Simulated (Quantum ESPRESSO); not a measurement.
# Single-point calculation of Sb (part 2 of 2)

Sb (P2₁/m, 2 atoms in the cell); Kohn-Sham DFT of a periodic cell, PBE, PseudoDojo 0.4 SR PBE stringent, no spin polarisation (Quantum ESPRESSO 7.5); cutoff 1360.57 eV, 6×4×4 k-mesh, cold smearing of 0.01 eV. The structure derives from a Materials Project entry.

Geometry of the input (Å; fractional positions):
```
3.1224  0.0000  0.0000
0.0000  4.3475  0.0000
-0.0389  0.0000  4.4059
Sb 0.0114  0.2500  0.2412
Sb 0.9886  0.7500  0.7588
```

## What the program printed, continued
```
  -132.3660-132.3658 -85.3292 -85.3289 -85.3248 -85.3226 -85.3198 -85.3177
   -17.1620 -17.1474 -17.1035 -17.0834 -17.0758 -17.0719 -17.0445 -17.0405
   -17.0291 -16.9799   0.4532   3.7498   9.4684   9.8005  12.3559  13.6287
    13.9648  15.2881  16.3711  21.6742  22.0896  22.4097  22.6534  23.3400

          k = 0.1667 0.1796 0.0015 (  6821 PWs)   bands (ev):

  -132.3660-132.3658 -85.3292 -85.3289 -85.3248 -85.3227 -85.3198 -85.3177
   -17.1619 -17.1472 -17.1020 -17.0833 -17.0761 -17.0720 -17.0445 -17.0403
   -17.0300 -16.9807   0.4744   3.7688   9.3610   9.7680  12.3375  13.5820
    13.8585  15.3773  16.5321  21.5954  21.9632  22.5402  22.7517  23.3908

          k = 0.1667 0.1796 0.1786 (  6831 PWs)   bands (ev):

  -132.3660-132.3659 -85.3291 -85.3289 -85.3246 -85.3231 -85.3194 -85.3179
   -17.1703 -17.1154 -17.0936 -17.0904 -17.0826 -17.0633 -17.0529 -17.0386
   -17.0341 -16.9956   0.9037   3.3887   7.6187  10.4150  12.6221  12.7677
    15.1101  16.5540  17.6601  20.0271  20.6444  22.2077  24.3662  24.5608

          k = 0.1667 0.1796-0.3529 (  6818 PWs)   bands (ev):

  -132.3660-132.3659 -85.3291 -85.3290 -85.3243 -85.3237 -85.3188 -85.3183
   -17.1481 -17.1465 -17.0783 -17.0765 -17.0706 -17.0567 -17.0502 -17.0407
   -17.0386 -17.0294   1.9087   2.2608   8.0271   8.3470  13.6697  13.9388
    15.2393  15.4265  20.0042  20.2083  21.4441  21.4863  24.2558  24.3275

          k = 0.1667 0.1796-0.1757 (  6813 PWs)   bands (ev):

  -132.3660-132.3659 -85.3291 -85.3289 -85.3246 -85.3231 -85.3194 -85.3179
   -17.1703 -17.1156 -17.0933 -17.0904 -17.0826 -17.0636 -17.0527 -17.0387
   -17.0340 -16.9955   0.8925   3.4011   7.6282  10.4515  12.5885  12.8256
    15.0426  16.5494  17.6091  19.9756  20.6273  22.0319  24.3673  24.6479

          k = 0.1667-0.3591 0.0015 (  6816 PWs)   bands (ev):

  -132.3659-132.3659 -85.3290 -85.3290 -85.3238 -85.3238 -85.3187 -85.3187
   -17.1183 -17.1183 -17.0742 -17.0742 -17.0637 -17.0637 -17.0607 -17.0607
   -17.0516 -17.0516   1.8109   1.8109  10.9390  10.9390  11.5214  11.5214
    13.6854  13.6854  20.9698  20.9698  22.6578  22.6578  23.3299  23.3299

          k = 0.1667-0.3591 0.1786 (  6822 PWs)   bands (ev):

  -132.3659-132.3659 -85.3290 -85.3290 -85.3240 -85.3240 -85.3185 -85.3185
   -17.1470 -17.1470 -17.0775 -17.0775 -17.0637 -17.0637 -17.0427 -17.0427
   -17.0367 -17.0367   2.1041   2.1041   8.1313   8.1313  13.8034  13.8034
    15.2317  15.2317  20.1756  20.1756  21.7183  21.7183  24.4852  24.4852

          k = 0.1667-0.3591-0.3529 (  6814 PWs)   bands (ev):

  -132.3659-132.3659 -85.3290 -85.3290 -85.3242 -85.3242 -85.3183 -85.3183
   -17.1648 -17.1648 -17.0851 -17.0851 -17.0621 -17.0621 -17.0323 -17.0323
   -17.0225 -17.0225   2.4766   2.4766   6.8170   6.8170  14.1186  14.1186
    17.7576  17.7576  19.0302  19.0302  22.7649  22.7649  23.6689  23.6689

          k = 0.1667-0.3591-0.1757 (  6836 PWs)   bands (ev):

  -132.3659-132.3659 -85.3290 -85.3290 -85.3240 -85.3240 -85.3185 -85.3185
   -17.1470 -17.1470 -17.0777 -17.0777 -17.0638 -17.0638 -17.0428 -17.0428
   -17.0364 -17.0364   2.0975   2.0975   8.1634   8.1634  13.8354  13.8354
    15.1728  15.1728  20.0227  20.0227  21.6877  21.6877  24.5126  24.5126

          k = 0.3333 0.0000 0.0029 (  6822 PWs)   bands (ev):

  -132.3660-132.3658 -85.3305 -85.3301 -85.3251 -85.3222 -85.3202 -85.3172
   -17.1931 -17.1156 -17.1067 -17.1030 -17.0871 -17.0591 -17.0547 -17.0145
   -16.9940 -16.9420   1.0830   6.2691   8.2491   9.6904   9.8158  12.5929
    15.6061  16.6274  16.7787  18.2508  18.4076  20.5116  20.9835  21.3585

          k = 0.3333 0.0000 0.1801 (  6793 PWs)   bands (ev):

  -132.3660-132.3658 -85.3305 -85.3302 -85.3247 -85.3226 -85.3198 -85.3176
   -17.1591 -17.1006 -17.1000 -17.0968 -17.0734 -17.0657 -17.0619 -17.0275
   -17.0061 -16.9784   1.5389   4.8222   8.6494  10.3816  10.6925  11.8454
    14.5163  14.9244  17.3353  18.4555  18.8054  21.5377  22.2747  23.0947

          k = 0.3333 0.0000-0.3514 (  6803 PWs)   bands (ev):

  -132.3659-132.3658 -85.3304 -85.3303 -85.3241 -85.3232 -85.3191 -85.3183
   -17.0943 -17.0886 -17.0837 -17.0768 -17.0761 -17.0727 -17.0568 -17.0466
   -17.0432 -17.0306   2.6419   3.0778   9.7056  10.0423  11.7468  12.3017
    12.6728  12.8072  19.2660  19.5292  19.9643  20.3177  21.7507  21.9220

          k = 0.3333 0.0000-0.1742 (  6805 PWs)   bands (ev):

  -132.3660-132.3658 -85.3305 -85.3302 -85.3247 -85.3226 -85.3198 -85.3176
   -17.1591 -17.1006 -17.1000 -17.0969 -17.0731 -17.0657 -17.0622 -17.0274
   -17.0062 -16.9784   1.5192   4.8690   8.6905  10.3632  10.6444  11.7691
    14.5713  14.9983  17.2760  18.4537  18.8480  21.4194  22.1438  23.3032

          k = 0.3333 0.1796 0.0029 (  6802 PWs)   bands (ev):

  -132.3660-132.3658 -85.3305 -85.3302 -85.3247 -85.3227 -85.3197 -85.3177
   -17.1586 -17.1011 -17.0991 -17.0962 -17.0735 -17.0661 -17.0614 -17.0283
   -17.0063 -16.9787   1.5446   4.8795   8.6828  10.2611  10.6390  11.8122
    14.5167  14.8814  17.3950  18.4402  18.7037  21.4019  22.1760  23.3917

          k = 0.3333 0.1796 0.1801 (  6812 PWs)   bands (ev):

  -132.3660-132.3658 -85.3304 -85.3302 -85.3245 -85.3230 -85.3193 -85.3178
   -17.1483 -17.1080 -17.0884 -17.0874 -17.0765 -17.0583 -17.0545 -17.0364
   -17.0353 -16.9752   1.9801   4.4979   8.5461   9.0470  11.2015  11.4558
    13.7974  16.4490  17.5555  18.8464  18.9317  21.2971  21.9077  24.4312

          k = 0.3333 0.1796-0.3514 (  6821 PWs)   bands (ev):

  -132.3659-132.3659 -85.3304 -85.3303 -85.3242 -85.3236 -85.3187 -85.3182
   -17.1173 -17.1054 -17.1011 -17.0982 -17.0684 -17.0613 -17.0603 -17.0544
   -17.0025 -16.9985   2.9893   3.3544   8.9647   9.2668  10.0641  10.2985
    16.1008  16.3303  16.8517  17.0371  22.3385  22.4282  23.4244  23.7178

          k = 0.3333 0.1796-0.1742 (  6802 PWs)   bands (ev):

  -132.3660-132.3658 -85.3304 -85.3302 -85.3245 -85.3230 -85.3193 -85.3178
   -17.1483 -17.1080 -17.0885 -17.0875 -17.0761 -17.0586 -17.0545 -17.0363
   -17.0352 -16.9751   1.9617   4.5191   8.5598   9.0879  11.1846  11.4877
    13.7327  16.4226  17.5067  18.7299  18.8720  21.4477  21.8761  24.5712

          k = 0.3333-0.3591 0.0029 (  6816 PWs)   bands (ev):

  -132.3659-132.3659 -85.3303 -85.3303 -85.3237 -85.3237 -85.3187 -85.3187
   -17.0883 -17.0883 -17.0802 -17.0802 -17.0717 -17.0717 -17.0600 -17.0600
   -17.0343 -17.0343   2.8889   2.8889   9.8990   9.8990  11.8783  11.8783
    12.6718  12.6718  19.2793  19.2793  20.0407  20.0407  22.1947  22.1947

          k = 0.3333-0.3591 0.1801 (  6834 PWs)   bands (ev):

  -132.3659-132.3659 -85.3303 -85.3303 -85.3239 -85.3239 -85.3184 -85.3184
   -17.1099 -17.1099 -17.1013 -17.1013 -17.0613 -17.0613 -17.0603 -17.0603
   -17.0008 -17.0008   3.1935   3.1935   9.0544   9.0544  10.1831  10.1831
    16.1528  16.1528  16.9405  16.9405  22.6328  22.6328  23.3697  23.3697

          k = 0.3333-0.3591-0.3514 (  6808 PWs)   bands (ev):

  -132.3659-132.3659 -85.3303 -85.3303 -85.3241 -85.3241 -85.3182 -85.3182
   -17.1278 -17.1278 -17.1109 -17.1109 -17.0600 -17.0600 -17.0524 -17.0524
   -16.9815 -16.9815   3.5811   3.5811   7.7583   7.7583  10.4183  10.4183
    15.6585  15.6585  18.7407  18.7407  23.9138  23.9138  24.6591  24.6591

          k = 0.3333-0.3591-0.1742 (  6806 PWs)   bands (ev):

  -132.3659-132.3659 -85.3303 -85.3303 -85.3239 -85.3239 -85.3184 -85.3184
   -17.1099 -17.1099 -17.1014 -17.1014 -17.0615 -17.0615 -17.0600 -17.0600
   -17.0007 -17.0007   3.1825   3.1825   9.1108   9.1108  10.1966  10.1966
    16.0407  16.0407  16.8543  16.8543  22.5966  22.5966  23.5787  23.5787

          k =-0.5000 0.0000-0.0044 (  6820 PWs)   bands (ev):

  -132.3660-132.3657 -85.3312 -85.3308 -85.3250 -85.3222 -85.3201 -85.3172
   -17.1916 -17.1191 -17.1154 -17.1141 -17.0694 -17.0649 -17.0504 -17.0137
   -16.9549 -16.9414   1.9745   6.4280   7.4703  10.2895  10.4236  10.4845
    16.5917  16.8903  16.8915  17.3806  17.5505  19.0076  21.5003  22.7670

          k =-0.5000 0.0000 0.1728 (  6804 PWs)   bands (ev):

  -132.3660-132.3658 -85.3311 -85.3308 -85.3247 -85.3225 -85.3197 -85.3176
   -17.1577 -17.1120 -17.1088 -17.0991 -17.0763 -17.0727 -17.0372 -17.0257
   -16.9776 -16.9676   2.4229   5.8292   6.8779   9.6444  10.9890  11.6647
    15.2046  15.7652  16.6695  17.4290  18.5374  20.0683  20.8754  21.4170

          k =-0.5000 0.0000-0.3588 (  6806 PWs)   bands (ev):

  -132.3659-132.3658 -85.3310 -85.3309 -85.3241 -85.3231 -85.3190 -85.3183
   -17.1004 -17.0951 -17.0948 -17.0877 -17.0851 -17.0716 -17.0528 -17.0457
   -17.0088 -16.9927   3.5434   4.0021   7.9186   8.2294  12.3755  12.9577
    13.5432  13.6312  17.5987  17.9040  18.5571  18.8706  22.6184  22.8268

          k =-0.5000 0.1796-0.0044 (  6828 PWs)   bands (ev):

  -132.3660-132.3658 -85.3311 -85.3308 -85.3246 -85.3226 -85.3197 -85.3176
   -17.1571 -17.1129 -17.1083 -17.0979 -17.0768 -17.0720 -17.0374 -17.0271
   -16.9774 -16.9677   2.4392   5.8658   6.8912   9.6666  10.8829  11.6074
    15.1858  15.6853  16.6269  17.2810  18.6628  19.9822  20.8113  21.6222

          k =-0.5000 0.1796 0.1728 (  6802 PWs)   bands (ev):

  -132.3659-132.3658 -85.3311 -85.3309 -85.3245 -85.3230 -85.3193 -85.3178
   -17.1434 -17.1206 -17.0990 -17.0871 -17.0868 -17.0647 -17.0396 -17.0318
   -17.0079 -16.9526   2.8719   5.5045   7.2702   9.2059   9.3316  12.1870
    14.4459  15.0387  17.2878  18.1568  19.7938  19.8870  22.7339  23.2687

          k =-0.5000 0.1796-0.3588 (  6824 PWs)   bands (ev):

  -132.3659-132.3658 -85.3310 -85.3309 -85.3242 -85.3236 -85.3186 -85.3182
   -17.1162 -17.1152 -17.1073 -17.0864 -17.0715 -17.0706 -17.0673 -17.0534
   -16.9732 -16.9714   3.9110   4.3011   8.1562   8.4019   9.6971  10.0522
    15.1953  15.4293  16.9970  17.1544  21.9742  22.2739  23.3263  23.3399

          k =-0.5000-0.3591-0.0044 (  6788 PWs)   bands (ev):

  -132.3659-132.3659 -85.3310 -85.3310 -85.3237 -85.3237 -85.3186 -85.3186
   -17.0996 -17.0996 -17.0876 -17.0876 -17.0727 -17.0727 -17.0585 -17.0585
   -16.9987 -16.9987   3.8023   3.8023   8.1005   8.1005  12.5240  12.5240
    13.5139  13.5139  17.6354  17.6354  18.5969  18.5969  23.0926  23.0926

          k =-0.5000-0.3591 0.1728 (  6804 PWs)   bands (ev):

  -132.3659-132.3659 -85.3310 -85.3310 -85.3239 -85.3239 -85.3184 -85.3184
   -17.1156 -17.1156 -17.0976 -17.0976 -17.0708 -17.0708 -17.0598 -17.0598
   -16.9724 -16.9724   4.1224   4.1224   8.2937   8.2937   9.8345   9.8345
    15.2737  15.2737  16.9515  16.9515  21.9503  21.9503  23.5963  23.5963

          k =-0.5000-0.3591-0.3588 (  6816 PWs)   bands (ev):

  -132.3659-132.3659 -85.3310 -85.3310 -85.3241 -85.3241 -85.3182 -85.3182
   -17.1238 -17.1238 -17.1157 -17.1157 -17.0625 -17.0625 -17.0589 -17.0589
   -16.9543 -16.9543   4.5564   4.5564   8.4276   8.4276   8.5287   8.5287
    14.1845  14.1845  19.3685  19.3685  25.3312  25.3313  25.5223  25.5227

     the Fermi energy is    11.9022 ev

     WARNING: integrated charge=    46.00225007, expected=    46.00000000

!    total energy              =   -1011.82714864 Ry
     estimated scf accuracy    <          2.8E-10 Ry
     smearing contrib. (-TS)   =       0.00000139 Ry
     internal energy E=F+TS    =   -1011.82715003 Ry

     The total energy is F=E-TS. E is the sum of the following terms:
     one-electron contribution =    -698.36474411 Ry
     hartree contribution      =     336.79604350 Ry
     xc contribution           =    -138.65903395 Ry
     ewald contribution        =    -511.59941546 Ry

     convergence has been achieved in   7 iterations

     Forces acting on atoms (cartesian axes, Ry/au):

     atom    1 type  1   force =    -0.00112762    0.00000000    0.00160227
     atom    2 type  1   force =     0.00112762    0.00000000   -0.00160227

     Total force =     0.002771     Total SCF correction =     0.000007

     Computing stress (Cartesian axis) and pressure

          total   stress  (Ry/bohr**3)                   (kbar)     P=       10.45
  -0.00025858   0.00000000   0.00000274          -38.04        0.00        0.40
   0.00000000   0.00023611   0.00000000            0.00       34.73        0.00
   0.00000274   0.00000000   0.00023563            0.40        0.00       34.66

=------------------------------------------------------------------------------=
   JOB DONE.
=------------------------------------------------------------------------------=
```

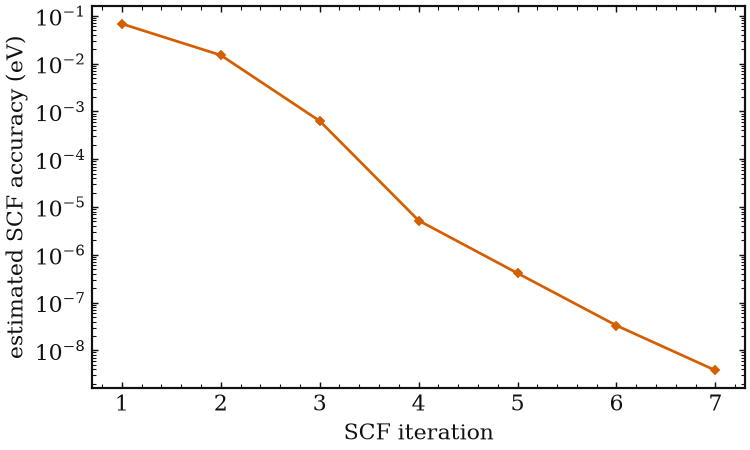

**Figure 1.** Convergence of the self-consistent field: estimated SCF accuracy against the iteration. The field takes 7 iterations in all.

## Key numbers

- outcome: converged
- space group (tolerance 0.01 Å): P2₁/m (11)
- electrons treated: 46
- free energy: −13766.6097 eV
- Fermi energy: 11.902 eV
- gap on the k-point mesh: none (metallic)
- pressure: 1.05 GPa
- largest force (length of the vector): 0.050 eV/Å
- hardware: 1 thread of Arm Neoverse V2, 24 GiB of memory available, shared host
- wall time: 93 s
- peak memory: 0.21 GiB

Points of doubt noted for this run: coarse mesh.
